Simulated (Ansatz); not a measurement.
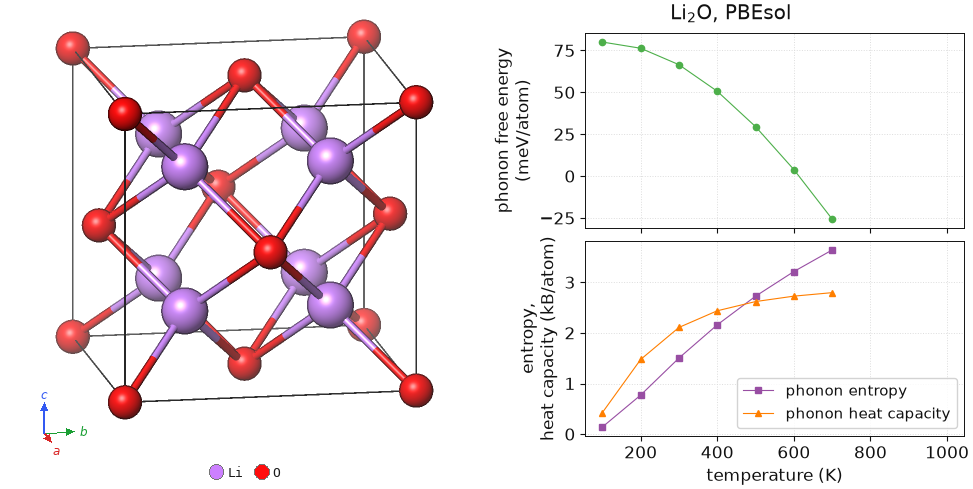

The picture above shows the phonon free energy, phonon entropy and phonon heat capacity against temperature for Li₂O, space group Fm-3m (No. 225). The conventional cell is drawn beside the plot.

Structure:
```cif
data_structure
_symmetry_space_group_name_H-M 'P 1'
_symmetry_Int_Tables_number 1
_cell_length_a 3.2387
_cell_length_b 3.2387
_cell_length_c 3.2387
_cell_angle_alpha 60.000
_cell_angle_beta 60.000
_cell_angle_gamma 60.000
_cell_volume 24.02
loop_
_atom_site_label
_atom_site_type_symbol
_atom_site_fract_x
_atom_site_fract_y
_atom_site_fract_z
_atom_site_occupancy
Li1 Li 0.25000 0.25000 0.25000 1
Li2 Li 0.75000 0.75000 0.75000 1
O1 O 0.00000 0.00000 0.00000 1
```

Computed with Ansatz 0.2.0: plane-wave density functional theory, PAW datasets, Gaussian smearing 0.05 eV: harmonic lattice thermodynamics at fixed volume from displacements in the supercell given; kB is Boltzmann's constant. Level: PBEsol, no spin polarisation.

- PAW set: soft_2
- wave cutoff: 420 eV
- k mesh of unit cell: 8×8×8
- supercell: (2, 2, 2)

The points at temperature 800 K, 900 K and 1000 K are left out of the plot. What values does the calculation give there?

```tsv
temperature (K)	phonon free energy (meV/atom)	phonon entropy (kB/atom)	phonon heat capacity (kB/atom)
800	-59	4.015	2.841
900	-95	4.351	2.873
1000	-134	4.655	2.897
```
